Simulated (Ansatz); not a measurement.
# Two runs on SiC

System: SiC (8 atoms in the cell).
Method of the first run: Kohn-Sham DFT of a periodic cell, PBEsol with D4, Ansatz PAW, no spin polarisation (Ansatz 0.2.0).

The structure derives from a Materials Project entry. Text and figures count atoms from 1; the logs count them from 0 in places.

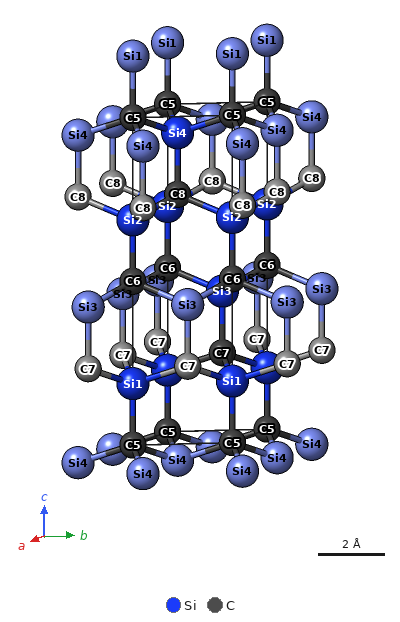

**Figure 1.** The structure (ball-and-stick view of the cell of the calculation, seen slightly off an axis; neighbours outside the cell are drawn fainter; atoms are numbered from 1 in the order of the input). Near neighbours in the crystal (not all of them lie inside the picture): Si has 4 C at 1.89 to 1.91 Å; C has 4 Si at 1.89 to 1.91 Å.

**Input file, the first run**
```yaml
crystal:
  lattice:
    - [3.0960635787, 0.0, 0.0]
    - [-1.5480317893, 2.6812697109, 0.0]
    - [0.0, 0.0, 10.1373414467]
  atoms:
    - { symbol: Si, position: [0.0, 0.0, 0.18789438] }
    - { symbol: Si, position: [0.0, 0.0, 0.68789438] }
    - { symbol: Si, position: [0.3333333333, 0.6666666667, 0.43784198] }
    - { symbol: Si, position: [0.6666666667, 0.3333333333, 0.93784198] }
    - { symbol: C, position: [0.0, 0.0, 0.00046005] }
    - { symbol: C, position: [0.0, 0.0, 0.50046005] }
    - { symbol: C, position: [0.3333333333, 0.6666666667, 0.24980259] }
    - { symbol: C, position: [0.6666666667, 0.3333333333, 0.74980259] }
hamiltonian:
  xc: pbesol
  pseudopotentials: { kind: paw }
  dispersion: d4
kpoints:
  mp_grid: { grid: [10, 10, 3] }
scf:
  occupations: { method: fermi_dirac, width: 0.05 }
output:
  forces: true
  stress: true
  eigenvalues: true
```

Launched with:
```bash
ansatz run input.yaml --threads 2 --pin off --max-ram 5120MiB --backend cpu --events-out ev --progress --plain --runs-dir out
```

Hardware: 2 threads of Arm Neoverse V1, 24 GiB of memory available, shared host.

**Output, shortened to warnings, some set-up lines, iterations and results (the first run)**
```
Basis set: ecut = 420 eV, 1629 PW (Γ), exchange–correlation on 48×48×144 points (8 copies of the dense FFT grid, shifted against one another)
Symmetry: 12 space group operations
k-points: 28 of 300 (time reversal used)
Initial density: superposition of atomic densities (neutral atoms: chi_scale 0, normalization atom), corrected by the library's trained network
[...]
SCF iter   1: F=—  HF=-3476.309200 eV  |F-HF|=—  |Δ(HF+E_count)|=         —  Δρ=8.75e-3  dr2=7.91e-2  ethr=1.77e-3  ⟨swp⟩=6.4  Hψ=3811  notcnv=0  defer=4
SCF iter   2: F=—  HF=-3476.286967 eV  |F-HF|=—  |Δ(HF+E_count)|=   2.22e-2  Δρ=1.57e-3  dr2=2.05e-3  ethr=2.47e-4  ⟨swp⟩=2.9  Hψ=1430  notcnv=0  defer=68
SCF iter   3: F=—  HF=-3476.286633 eV  |F-HF|=—  |Δ(HF+E_count)|=   3.34e-4  Δρ=5.35e-4  dr2=1.76e-4  ethr=6.39e-6  ⟨swp⟩=2.1  Hψ=1047  notcnv=0  defer=42
SCF iter   4: F=—  HF=-3476.286649 eV  |F-HF|=—  |Δ(HF+E_count)|=   1.64e-5  Δρ=1.03e-4  dr2=1.85e-5  ethr=5.49e-7  ⟨swp⟩=2.9  Hψ=1135  notcnv=0  defer=42
SCF iter   5: F=—  HF=-3476.286540 eV  |F-HF|=—  |Δ(HF+E_count)|=   1.09e-4  Δρ=3.92e-5  dr2=9.71e-7  ethr=5.78e-8  ⟨swp⟩=2.0  Hψ=897  notcnv=0  defer=42
SCF iter   6: F=-3476.286541 eV  HF=-3476.286541 eV  |F-HF|=1.02e-8  |Δ(HF+E_count)|=   3.15e-7  Δρ=8.91e-6  dr2=4.21e-8  ethr=3.13e-10  ⟨swp⟩=9.8  Hψ=3155  notcnv=0
SCF 1 converged in 6 iterations: F = -3476.286541 eV  dr2 = 4.21e-8
SCF converged after 6 iterations
Free energy (F): -3476.286541 eV
Harris-Foulkes:  -3476.286541 eV  (|F-HF|=1.02e-8)
Internal energy: -3476.286541 eV  (E = F + TS)
E sigma→0 (E₀):  -3476.286541 eV
Fermi energy:    10.340660 eV
--- Per-component energies (eV) ---
  E_band       = 106.980280
  E_kinetic    = 537.424901
  E_local      = -420.746998  (includes V_loc(G=0)·N_el)
  E_nonlocal   = 207.012720
  E_hartree    = 127.598152
  E_xc         = -417.274548
  E_vxc        = -435.051690  (∫ρ·V_xc dr)
  E_paw        = -2377.018552  (= ΣΔE_a)
  E_vpaw       = -36.855167  (= ΣTr[D̂ρ^β])
  E_aug_tail   = 0.000050  (compensation charges beyond the density's cutoff)
  E_ewald      = -1132.024242
  E_disp       = -1.468668  (pairwise vdW)
  E_core_change = 0.210645  (= ΣΔE_core)
  E_smearing   = -0.000000  (= −TS)
  E_closure    = 0.000000  (closes the sum)
  Σ components = -3476.286541   (vs F -3476.286541, Δ=0.00e0)
--- Forces (eV/Å), atoms counted from 1 ---
  atom   1  Si    -0.00000000    -0.00000000     0.00145985
  atom   2  Si     0.00000000     0.00000000     0.00145985
  atom   3  Si     0.00000000     0.00000000     0.00269681
  atom   4  Si    -0.00000000     0.00000000     0.00269681
  atom   5  C      0.00000000     0.00000000    -0.00263814
  atom   6  C     -0.00000000    -0.00000000    -0.00263814
  atom   7  C     -0.00000000     0.00000000    -0.00151708
  atom   8  C      0.00000000     0.00000000    -0.00151708
  max |Σ_I F_I| component: 2.86e-6 eV/Å
--- Stress (GPa, compression-positive) ---
       -6.132364      -0.000000       0.000000
       -0.000000      -6.132364       0.000000
        0.000000       0.000000      -6.189809
  P = ⅓ Tr σ = -6.1515 GPa (-61.515 kbar)
```

The input of the second run differs as follows (lines with − go, lines with + come):
```diff
-  xc: pbesol
+  xc: { exchange: rpw86, correlation: pbe }
-  dispersion: d4
+  write_density: true
+  write_potential: true
+  elf: true
+  volumetric_format: npy
```

What does this change do to the results?

The total energies belong to different models, so their difference says nothing on which is more stable or more accurate. The gap on the mesh goes from 2.11 to 2.48 eV. The pressure goes from −6.15 to 3.22 GPa. The functional changes from PBEsol to one typed by its parts (see the changed lines). The number of SCF iterations is the same.

**Output, shortened to warnings, some set-up lines, iterations and results (the second run)**
```
Basis set: ecut = 420 eV, 1629 PW (Γ), exchange–correlation on 48×48×144 points (8 copies of the dense FFT grid, shifted against one another)
Symmetry: 12 space group operations
k-points: 28 of 300 (time reversal used)
Initial density: superposition of atomic densities (neutral atoms: chi_scale 0, normalization atom), corrected by the library's trained network
[...]
SCF iter   1: F=—  HF=-3610.174411 eV  |F-HF|=—  |Δ(HF+E_count)|=         —  Δρ=9.66e-3  dr2=8.41e-2  ethr=1.77e-3  ⟨swp⟩=6.4  Hψ=3789  notcnv=0  defer=2
SCF iter   2: F=—  HF=-3610.148370 eV  |F-HF|=—  |Δ(HF+E_count)|=   2.60e-2  Δρ=2.52e-3  dr2=5.93e-3  ethr=2.63e-4  ⟨swp⟩=2.8  Hψ=1446  notcnv=0  defer=79
SCF iter   3: F=—  HF=-3610.146366 eV  |F-HF|=—  |Δ(HF+E_count)|=   2.00e-3  Δρ=4.37e-4  dr2=1.54e-4  ethr=1.85e-5  ⟨swp⟩=2.2  Hψ=1050  notcnv=0  defer=79
SCF iter   4: F=—  HF=-3610.146354 eV  |F-HF|=—  |Δ(HF+E_count)|=   1.24e-5  Δρ=7.34e-5  dr2=1.38e-6  ethr=4.80e-7  ⟨swp⟩=3.0  Hψ=1187  notcnv=0  defer=79
SCF iter   5: F=—  HF=-3610.147859 eV  |F-HF|=—  |Δ(HF+E_count)|=   1.51e-3  Δρ=3.11e-5  dr2=6.65e-7  ethr=4.32e-9  ⟨swp⟩=3.3  Hψ=1290  notcnv=0  defer=79
SCF iter   6: F=-3610.147859 eV  HF=-3610.147859 eV  |F-HF|=5.99e-9  |Δ(HF+E_count)|=   1.71e-8  Δρ=1.10e-5  dr2=5.66e-8  ethr=3.13e-10  ⟨swp⟩=12.3  Hψ=4992  notcnv=0
SCF 1 converged in 6 iterations: F = -3610.147859 eV  dr2 = 5.66e-8
SCF converged after 6 iterations
Free energy (F): -3610.147859 eV
Harris-Foulkes:  -3610.147859 eV  (|F-HF|=5.99e-9)
Internal energy: -3610.147859 eV  (E = F + TS)
E sigma→0 (E₀):  -3610.147859 eV
Fermi energy:    10.627918 eV
--- Per-component energies (eV) ---
  E_band       = 112.712668
  E_kinetic    = 544.172606
  E_local      = -435.880896  (includes V_loc(G=0)·N_el)
  E_nonlocal   = 212.293394
  E_hartree    = 133.948943
  E_xc         = -425.511629
  E_vxc        = -436.516305  (∫ρ·V_xc dr)
  E_paw        = -2507.198025  (= ΣΔE_a)
  E_vpaw       = -39.252579  (= ΣTr[D̂ρ^β])
  E_aug_tail   = 0.000047  (compensation charges beyond the density's cutoff)
  E_ewald      = -1132.024242
  E_core_change = 0.051943  (= ΣΔE_core)
  E_smearing   = -0.000000  (= −TS)
  E_closure    = 0.000000  (closes the sum)
  Σ components = -3610.147859   (vs F -3610.147859, Δ=0.00e0)
--- Forces (eV/Å), atoms counted from 1 ---
  atom   1  Si    -0.00000000    -0.00000000    -0.01231376
  atom   2  Si     0.00000000     0.00000000    -0.01231376
  atom   3  Si     0.00000000     0.00000000     0.00769019
  atom   4  Si    -0.00000000    -0.00000000     0.00769019
  atom   5  C      0.00000000     0.00000000     0.00347993
  atom   6  C     -0.00000000    -0.00000000     0.00347993
  atom   7  C     -0.00000000     0.00000000     0.00102664
  atom   8  C      0.00000000    -0.00000000     0.00102664
  max |Σ_I F_I| component: 2.34e-4 eV/Å
--- Stress (GPa, compression-positive) ---
        3.201301      -0.000000       0.000000
        0.000000       3.201301       0.000000
        0.000000       0.000000       3.271902
  P = ⅓ Tr σ = 3.2248 GPa (32.248 kbar)
```

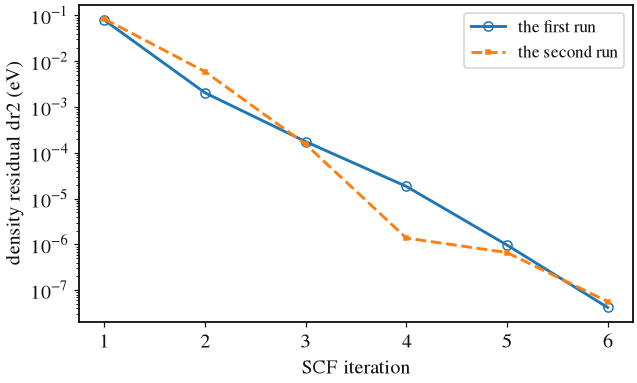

**Figure 2.** Convergence of the two runs: density residual dr2 against the SCF iteration. The first run takes 6 iterations in all, and the second run takes 6.

**The two runs side by side**

```csv
quantity,the first run,the second run
outcome,converged,converged
free energy per atom (eV),−434.5358,−451.2685
gap on the mesh (eV),2.11,2.48
pressure (GPa),−6.15,3.22
largest force (eV/Å),0.003,0.012
SCF iterations,6,6
irreducible k-points,28,28
plane waves at Γ,1629,1629
```

For the first run: The cell is under a tension of 6.2 GPa at this level, so it is not at its equilibrium volume. For the second run: Points of doubt noted for this run: forces on files of another functional.
